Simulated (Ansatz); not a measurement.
# SnO: single-point calculation

The run: single-point calculation of SnO (slab, 12 atoms in the cell). Method and program: DFT PBE, scalar-relativistic, plane waves, PAW, no spin polarisation (Ansatz 0.2.0).

The structure derives from an entry of the Crystallography Open Database. It belongs to a series of runs on one base structure; here: (1 0 0) slab cut from the bulk. Figures and captions count atoms from 1; the log counts them from 0 in places.

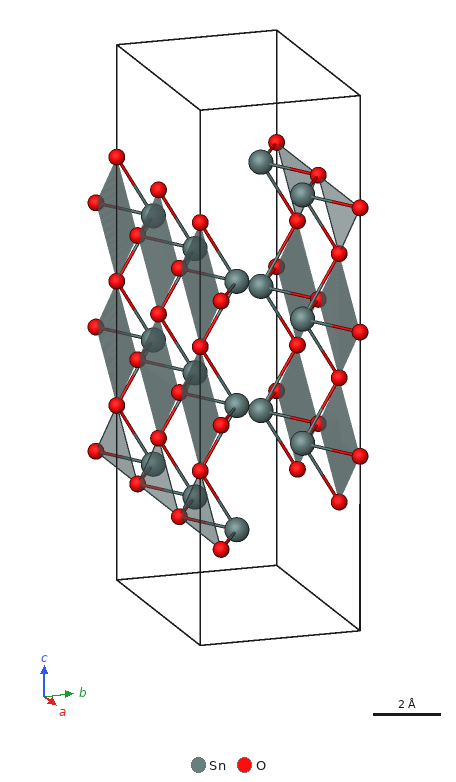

Fig. 1: The structure (polyhedral view of the 2 × 1 repeat of the cell, with the vacuum cut short, seen slightly off an axis; polyhedra are completed across the faces of the cell). An atom can appear more than once, as a periodic image.

The input:
```yaml
crystal:
  lattice:
    - [3.8681707509, 0.0, 0.0]
    - [0.0, 5.0672768617, 0.0]
    - [0.0, 0.0, 24.6704268772]
  atoms:
    - { symbol: Sn, position: [0.0, 0.2287361955, 0.3040077108] }
    - { symbol: O, position: [0.5, 0.0, 0.3040077108] }
    - { symbol: Sn, position: [0.5, 0.7712638045, 0.3824046265] }
    - { symbol: O, position: [0.0, 0.0, 0.3824046265] }
    - { symbol: Sn, position: [0.0, 0.2287361955, 0.4608015422] }
    - { symbol: O, position: [0.5, 0.0, 0.4608015422] }
    - { symbol: Sn, position: [0.5, 0.7712638045, 0.5391984578] }
    - { symbol: O, position: [0.0, 0.0, 0.5391984578] }
    - { symbol: Sn, position: [0.0, 0.2287361955, 0.6175953735] }
    - { symbol: O, position: [0.5, 0.0, 0.6175953735] }
    - { symbol: Sn, position: [0.5, 0.7712638045, 0.6959922892] }
    - { symbol: O, position: [0.0, 0.0, 0.6959922892] }
basis:
  ecutwfc: 420
kpoints:
  mp_grid: { grid: [9, 7, 1] }
hamiltonian:
  xc: pbe
scf:
  occupations: { method: gaussian, width: 0.05 }
output:
  forces: true
  stress: true
  eigenvalues: true
  write_density: true
  write_potential: true
  elf: true
  volumetric_format: npy
efield:
  axis: 3
  dipole_correction: true
  ramp_width: 0.04
```

Command:
```bash
ansatz run input.yaml --threads 1 --pin off --max-ram 2560MiB --backend cpu --events-out ev --progress --plain --runs-dir out
```

Log:
```
Engine: ansatz 0.2.0, aarch64-unknown-linux-gnu
Pseudopotentials: kind: paw
Pseudopotential: Sn, paw, valence charge 14, recommended cutoff 420 eV (normal), Sn.paw.azcp
Pseudopotential: O, paw, valence charge 6, recommended cutoff 420 eV (normal), O.paw.azcp
Functional definition: PBE
  parameter kappa = 0.804
  parameter beta = 0.06672455060314922
  exchange = pbe_x(kappa = kappa, mu = beta*pi^2/3)
  correlation = pbe_c(beta = beta)
Crystal: 12 atoms, lattice volume = 483.567 Å³
Basis set: ecut = 420 eV, 9523 PW (Γ), exchange–correlation on 54×72×360 points (8 copies of the dense FFT grid, shifted against one another)
Bands: 72, of which v1, the nominal top of the filled ones, is band 60 counted from 1 (59 counted from 0)
Symmetry: 2 space group operations
k-points: 20 of 63 (time reversal used)
Non-local potential: Sn, projectors of the file, l = 0: 2, l = 1: 2, l = 2: 2, l = 3: 2
Non-local potential: O, projectors of the file, l = 0: 2, l = 1: 2, l = 2: 1
PAW form: soft (Blöchl's): semilocal exchange-correlation on the pseudo side does not see the compensation charge
PAW one-centre angular grid: Sn, 590 points (default); XC on 64 Gauss nodes
PAW one-centre angular grid: O, 110 points (default); XC on 64 Gauss nodes
Initial density: superposition of atomic densities (neutral atoms: chi_scale 0, normalization atom), corrected by the library's trained network
Initial wavefunctions: pseudopotential atomic-orbital guess
Functional: x = pbe(κ = 0.804, μ = 0.2195149727645171), c = pbe(β = 0.06672455060314922)
SCF iter   1: F=—  HF=-39549.113393 eV  |F-HF|=—  |Δ(HF+E_count)|=         —  Δρ=1.93e-3  dr2=2.40e-2  ethr=1.77e-3  p=0.000 e·Å  D=3.73e-14 V/Å  ΔV_dip=-0.00 eV  dr2_dipole=4.79e-10  V_vac-E_F(+/−)=3.71/3.71 eV  ⟨swp⟩=6.9  Hψ=5836  notcnv=0  defer=6
efield: sawtooth ramp at fractional position 0.9800 (placed from the atoms, in the widest stretch of the axis that holds none; the zero of the levels goes with the place), width 0.0400; the density the first Hamiltonian is built on has a dipole p = 0.000 e·Å; the dipole correction subtracts the counter field D = 3.73e-14 V/Å, which shifts the + side's vacuum level by -0.00 eV against the − side's; the planar-averaged density in the ramp window peaks in size at 1.6e-5 e/Å³
preconditioner: auto → Resta (q_TF=auto, 2.163 Å⁻¹)  ε∞=2.1  [insulator: Δε(μ)=0.825 eV  Ē_g=17.361 eV  σ=0.050 eV  W_gap=1.00  n_scr=84 (ndim 8)  ℏωp=18.5 eV  f_vac=0.495  D(μ)=0.00/eV (n_scr^D=0)  ε∞_Penn≈2.1  vacuum switching on, ρ_ref=2.2e-2 e/Å³]
SCF iter   2: F=—  HF=-39549.120419 eV  |F-HF|=—  |Δ(HF+E_count)|=   7.03e-3  Δρ=1.75e-3  dr2=1.68e-2  ethr=2.00e-5  p=-0.000 e·Å  D=-4.86e-6 V/Å  ΔV_dip=0.00 eV  dr2_dipole=6.15e-10  V_vac-E_F(+/−)=3.82/3.82 eV  ⟨swp⟩=3.0  Hψ=3304  notcnv=0  defer=103
SCF iter   3: F=—  HF=-39549.118553 eV  |F-HF|=—  |Δ(HF+E_count)|=   1.87e-3  Δρ=6.54e-4  dr2=1.90e-3  ethr=1.40e-5  p=-0.000 e·Å  D=-1.61e-6 V/Å  ΔV_dip=0.00 eV  dr2_dipole=2.57e-11  V_vac-E_F(+/−)=3.78/3.78 eV  ⟨swp⟩=2.0  Hψ=1712  notcnv=0  defer=103
SCF iter   4: F=—  HF=-39549.119446 eV  |F-HF|=—  |Δ(HF+E_count)|=   8.92e-4  Δρ=3.93e-4  dr2=8.46e-4  ethr=1.58e-6  p=0.000 e·Å  D=1.53e-6 V/Å  ΔV_dip=-0.00 eV  dr2_dipole=2.84e-11  V_vac-E_F(+/−)=3.80/3.80 eV  ⟨swp⟩=2.0  Hψ=1851  notcnv=0  defer=103
SCF iter   5: F=—  HF=-39549.119433 eV  |F-HF|=—  |Δ(HF+E_count)|=   1.27e-5  Δρ=8.45e-5  dr2=4.08e-5  ethr=7.05e-7  p=0.000 e·Å  D=1.04e-6 V/Å  ΔV_dip=-0.00 eV  dr2_dipole=1.96e-11  V_vac-E_F(+/−)=3.81/3.81 eV  ⟨swp⟩=2.0  Hψ=1784  notcnv=0  defer=103
SCF iter   6: F=—  HF=-39549.119180 eV  |F-HF|=—  |Δ(HF+E_count)|=   2.53e-4  Δρ=4.33e-5  dr2=8.01e-6  ethr=3.40e-8  p=-0.000 e·Å  D=-3.47e-8 V/Å  ΔV_dip=0.00 eV  dr2_dipole=4.65e-12  V_vac-E_F(+/−)=3.81/3.81 eV  ⟨swp⟩=2.4  Hψ=2204  notcnv=0  defer=104
SCF iter   7: F=—  HF=-39549.119186 eV  |F-HF|=—  |Δ(HF+E_count)|=   5.72e-6  Δρ=2.38e-5  dr2=2.89e-6  ethr=6.67e-9  p=0.000 e·Å  D=3.84e-7 V/Å  ΔV_dip=-0.00 eV  dr2_dipole=1.65e-11  V_vac-E_F(+/−)=3.81/3.81 eV  ⟨swp⟩=2.0  Hψ=1942  notcnv=0  defer=104
SCF iter   8: F=—  HF=-39549.119187 eV  |F-HF|=—  |Δ(HF+E_count)|=   9.93e-7  Δρ=7.92e-6  dr2=2.14e-7  ethr=2.41e-9  p=-0.000 e·Å  D=-3.16e-7 V/Å  ΔV_dip=0.00 eV  dr2_dipole=1.03e-11  V_vac-E_F(+/−)=3.81/3.81 eV  ⟨swp⟩=2.0  Hψ=1828  notcnv=0  defer=106
SCF iter   9: F=-39549.119187 eV  HF=-39549.119187 eV  |F-HF|=2.97e-8  |Δ(HF+E_count)|=   3.25e-7  Δρ=3.10e-6  dr2=5.67e-8  ethr=8.33e-11  p=0.000 e·Å  D=1.06e-6 V/Å  ΔV_dip=-0.00 eV  dr2_dipole=1.16e-10  V_vac-E_F(+/−)=3.81/3.81 eV  ⟨swp⟩=19.4  Hψ=11672  notcnv=0
SCF 1 converged in 9 iterations: F = -39549.119187 eV  dr2 = 5.67e-8
  greatest PAW one-centre occupation: 0.993 electrons in one spin orbital (limit 2), on the Sn atom at site 6 (counted from 0), in its partial waves of l = 2
```

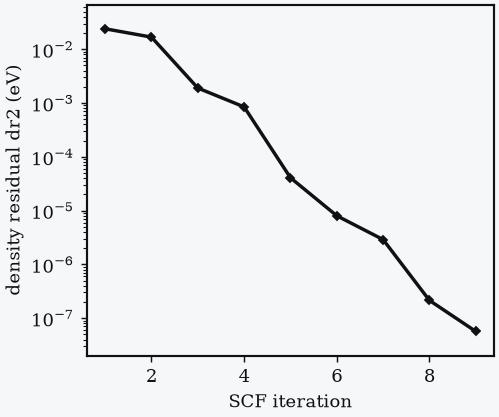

Fig. 2: Convergence of the self-consistent field: density residual dr2 against the SCF iteration. The residual falls at every step.

```
WARN: The output density's exchange-correlation potential varies sharply where the density is thin. Do not read a vacuum level from v_tot or v_xc, or from such a field of the output density. On a cell that repeats whose density bears no net charge and no dipole along the vacuum's axis use v_es (v_loc + v_h of the components); under efield.dipole_correction with no amplitude use v_es + v_field, which holds any external_charges[].barrier, or the levels of the report's work_function block, which leave it out; under a non-zero efield.amplitude the vacuum is tilted and has no level; on a cell that repeats and bears such a dipole with no correction it is tilted too, and efield.dipole_correction with no amplitude gives each side of its ramp a level where efield: is served; in a cell that repeats whose density bears a net charge (total_charge, or a fill off its count) it is curved and has none; of a slab under crystal.periodic whose density bears no net charge use v_es, which has a level on each side, short of where the two are joined; of another it falls or rises all the way out and has none; of a slab beside external_charges read slab_vacuum_level instead, which it has where they leave it neutral. The grid or the basis barely resolves most such structure, and the values can differ between equally converged runs; as a rule a tighter scf.convergence.dr2_threshold does not remove it. Where the density itself ripples (under the LDA too) a higher basis.ecutwfc lessens it. The files hold the spikes' plane waves up to the density's cutoff. Files: v_tot_of_output_density and the like, and their columns of v_z.tsv (output.write_potential); v_xc_of_output_density and the like, and their columns of v_comp_z.tsv (output.write_potential_components). Measured: with its Gaussian average of σ = 0.25 Å subtracted twice, the exchange-correlation potential is over 0.1 eV at 51 of the grid points where the equally averaged density (valence and model cores) is under 1e-3 e/Å³, and 0.162 eV at the most among them, at an averaged density of 9.9e-4 e/Å³. The input density's (outcome.potential() and, of a run that writes arrays, v_tot and v_xc) is over 0.1 eV, so measured, at 45 points of its own thin density, 0.161 eV at the most. See output.write_potential in the manual, Limitations
SCF converged after 9 iterations
Free energy (F): -39549.119187 eV
Harris-Foulkes:  -39549.119187 eV  (|F-HF|=2.97e-8)
Internal energy: -39549.119187 eV  (E = F + TS)
E sigma→0 (E₀):  -39549.119187 eV
Fermi energy:    2.183216 eV
Dipole field:    D = -0.000008 V/Å  (p = -0.000022 e·Å, saw-weighted, corrected)
Work function:   Φ+ = 3.8073 eV   Φ− = 3.8071 eV
Levels:          The Fermi level and band energies are counted from a zero that moves with the ramp; work functions are not
--- Per-component energies (eV) ---
  E_band       = -1477.171860
  E_kinetic    = 2156.155748
  E_local      = -86515.781286  (includes V_loc(G=0)·N_el)
  E_nonlocal   = 94.506055
  E_hartree    = 43130.620307
  E_xc         = -2734.157208
  E_vxc        = -1134.828077  (∫ρ·V_xc dr)
  E_paw        = -25761.800264  (= ΣΔE_a)
  E_vpaw       = -2338.453877  (= ΣTr[D̂ρ^β])
  E_aug_tail   = 0.014195  (compensation charges beyond the density's cutoff)
  E_efield     = 0.000000  (sawtooth field / dipole correction)
  E_vefield    = 0.000000  (∫n·V_field dr)
  E_ewald      = 30081.323265
  E_smearing   = -0.000000  (= −TS)
  E_closure    = -0.000000  (closes the sum)
  Σ components = -39549.119187   (vs F -39549.119187, Δ=0.00e0)
--- Forces (eV/Å), atoms counted from 1 ---
  atom   1  Sn    -0.00000000    -1.01918657     0.53095609
  atom   2  O      0.00000000     0.39857625     0.29621904
  atom   3  Sn     0.00000000     0.38493045    -0.75859867
  atom   4  O      0.00000000     0.28502385    -0.02867097
  atom   5  Sn     0.00000000     0.00883429    -0.00869256
  atom   6  O      0.00000000    -0.03960204    -0.05648890
  atom   7  Sn    -0.00000000    -0.00883431     0.00867930
  atom   8  O      0.00000000     0.03960241     0.05650191
  atom   9  Sn     0.00000000    -0.38493069     0.75858450
  atom  10  O     -0.00000000    -0.28502399     0.02868863
  atom  11  Sn     0.00000000     1.01919047    -0.53096245
  atom  12  O     -0.00000000    -0.39858122    -0.29621451
  max |Σ_I F_I| component: 1.39e-6 eV/Å
--- Stress (GPa, compression-positive) ---
       -2.101037      -0.000000       0.000000
       -0.000000      -1.189408       0.720351
        0.000000       0.720351      -1.096576
  P = ⅓ Tr σ = -1.4623 GPa (-14.623 kbar)
--- Band table (eV; the first three rows and the last of 20) ---
  k-point 0: bands = ["-19.8479", "-19.8108", "-19.7483", "-19.7144", "-19.6937", "-19.6117", "-19.6021", "-19.6021", "-19.5670", "-19.5478", "-19.5076", "-19.5074", "-19.4996", "-19.4869", "-19.4832", "-19.4660", "-19.4651", "-19.4648", "-19.4501", "-19.4292", "-19.4253", "-19.4188", "-19.3986", "-19.3955", "-19.3893", "-19.3841", "-19.3717", "-19.3706", "-19.3466", "-19.3368", "-17.6098", "-17.0957", "-16.4352", "-15.8078", "-15.2589", "-15.2142", "-5.4833", "-5.3858", "-5.1052", "-4.6778", "-4.2410", "-4.2266", "-3.7495", "-3.6780", "-3.2461", "-3.1412", "-2.5491", "-2.5394", "-2.0094", "-1.8040", "-1.5627", "-1.2707", "-1.1992", "-0.9800", "-0.8666", "-0.4914", "-0.4424", "0.0868", "1.0568", "1.7678", "3.4634", "3.5066", "4.5005", "5.0002", "5.1729", "5.2647", "5.3747", "6.0673", "6.1583", "6.5230", "6.6635", "6.8701"]
  k-point 1: bands = ["-19.8466", "-19.8107", "-19.7488", "-19.7146", "-19.6945", "-19.6128", "-19.6023", "-19.6023", "-19.5667", "-19.5479", "-19.5075", "-19.5074", "-19.5008", "-19.4863", "-19.4834", "-19.4700", "-19.4648", "-19.4609", "-19.4499", "-19.4278", "-19.4248", "-19.4187", "-19.3993", "-19.3947", "-19.3887", "-19.3856", "-19.3719", "-19.3709", "-19.3464", "-19.3370", "-17.6057", "-17.0918", "-16.4322", "-15.8063", "-15.2580", "-15.2137", "-5.7933", "-5.5714", "-5.2132", "-4.6507", "-4.1084", "-3.7439", "-3.7363", "-3.5857", "-3.2356", "-3.1961", "-2.5943", "-2.5425", "-2.0263", "-1.8011", "-1.5522", "-1.1991", "-1.1761", "-0.9817", "-0.7576", "-0.5141", "-0.3723", "0.1879", "1.0036", "1.5871", "3.4288", "3.4358", "4.3475", "4.8204", "4.9525", "5.0711", "5.3397", "6.0640", "6.2444", "6.3649", "6.4772", "6.7107"]
  k-point 2: bands = ["-19.8438", "-19.8105", "-19.7501", "-19.7150", "-19.6963", "-19.6152", "-19.6027", "-19.6027", "-19.5659", "-19.5482", "-19.5076", "-19.5073", "-19.5024", "-19.4868", "-19.4835", "-19.4749", "-19.4614", "-19.4582", "-19.4495", "-19.4246", "-19.4231", "-19.4183", "-19.4017", "-19.3929", "-19.3889", "-19.3880", "-19.3726", "-19.3709", "-19.3457", "-19.3375", "-17.5963", "-17.0831", "-16.4255", "-15.8028", "-15.2559", "-15.2125", "-6.2397", "-5.8805", "-5.3467", "-4.5888", "-3.9365", "-3.7059", "-3.4291", "-3.3586", "-3.2117", "-2.8583", "-2.6992", "-2.5274", "-2.0595", "-1.7948", "-1.5459", "-1.1989", "-0.9852", "-0.9057", "-0.5822", "-0.4805", "-0.1375", "0.3606", "0.8132", "1.0954", "3.2500", "3.3651", "4.0882", "4.3148", "4.6838", "4.7992", "5.2602", "5.7769", "5.9670", "6.3450", "6.3706", "6.5449"]
  k-point 19: bands = ["-19.7908", "-19.7862", "-19.7656", "-19.7332", "-19.6850", "-19.6846", "-19.6462", "-19.6460", "-19.5731", "-19.5728", "-19.5650", "-19.5630", "-19.4849", "-19.4831", "-19.4740", "-19.4719", "-19.4547", "-19.4516", "-19.4188", "-19.4176", "-19.4036", "-19.4023", "-19.3978", "-19.3956", "-19.3928", "-19.3907", "-19.3687", "-19.3681", "-19.3319", "-19.3313", "-16.6109", "-16.4187", "-16.2705", "-16.2620", "-15.3950", "-15.3925", "-6.3703", "-6.3283", "-5.7722", "-5.7231", "-5.3717", "-5.0471", "-3.5028", "-3.4904", "-3.1516", "-2.9876", "-2.3851", "-2.3690", "-1.8839", "-1.6147", "-1.0594", "-0.8259", "-0.3287", "-0.2578", "-0.2231", "-0.1089", "0.0314", "0.1372", "0.2716", "0.3821", "3.8058", "3.8547", "4.2061", "4.6039", "4.7137", "4.7897", "4.9760", "5.1473", "5.7860", "5.8830", "6.3771", "6.6684"]
```

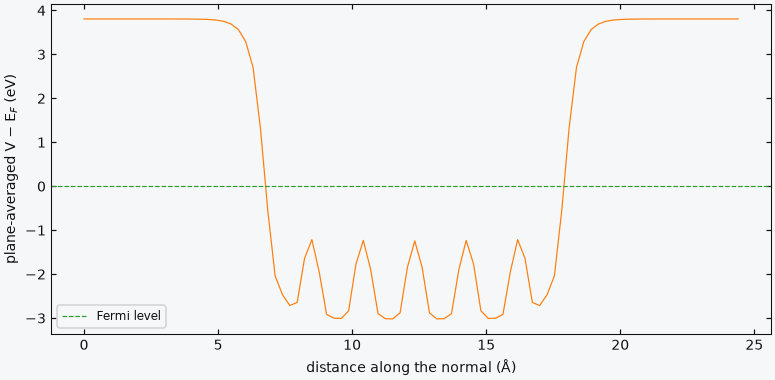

Fig. 3: Plane average of the electrostatic potential energy of an electron across the cell, from the Fermi level. The vacuum level lies 3.81 eV above the Fermi level.

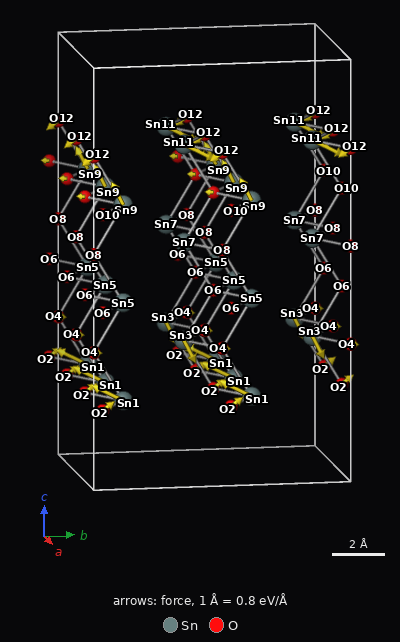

Fig. 4: Forces on the atoms as yellow arrows (ball-and-stick view of the 2 × 2 repeat of the cell, with the vacuum cut short, seen slightly off an axis; bonded neighbours outside the cell are drawn too; atoms are numbered from 1 in the order of the input); the smallest are left out. The largest act on Sn1, Sn11 (1.15 eV/Å); Sn3, Sn9 (0.85 eV/Å); O2, O12 (0.50 eV/Å). The geometry is not a stationary point of this energy.

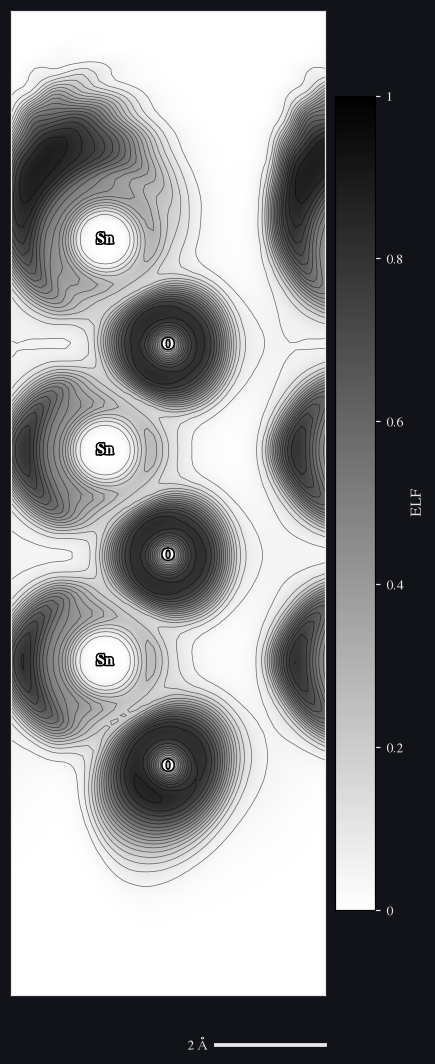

Fig. 5: ELF on the (100) plane of the calculation cell, a cut from vacuum to vacuum. Sn–O (2.25 Å): the ELF is about 0.25 at the midpoint. The fields are those of the smooth PAW valence density.

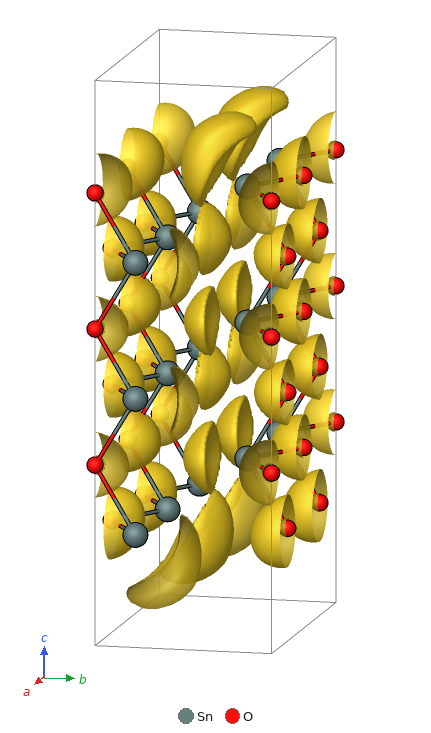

Fig. 6: Isosurface of the ELF at 0.6 (yellow), seen slightly off an axis. Core shells and regions of very low density are left out. Sticks mark near contacts. Values along the shortest contacts: Sn–O (2.25 Å): the ELF is about 0.25 at the midpoint.

Results in brief:

```tsv
quantity	value
outcome	converged
electrons treated	120
free energy	−39549.1192 eV
work function, top face	3.81 eV
work function, bottom face	3.81 eV
Fermi energy	2.183 eV
gap on the k-point mesh	0.83 eV
work function (upper face)	3.81 eV
largest force (length of the vector)	1.149 eV/Å
hardware	1 thread of Arm Neoverse N1, 24 GiB of memory available, shared host
wall time	3.2 min
peak memory	0.83 GiB
```

Remarks:

Warnings of the run: the exchange-correlation potential is rough where the density is thin.
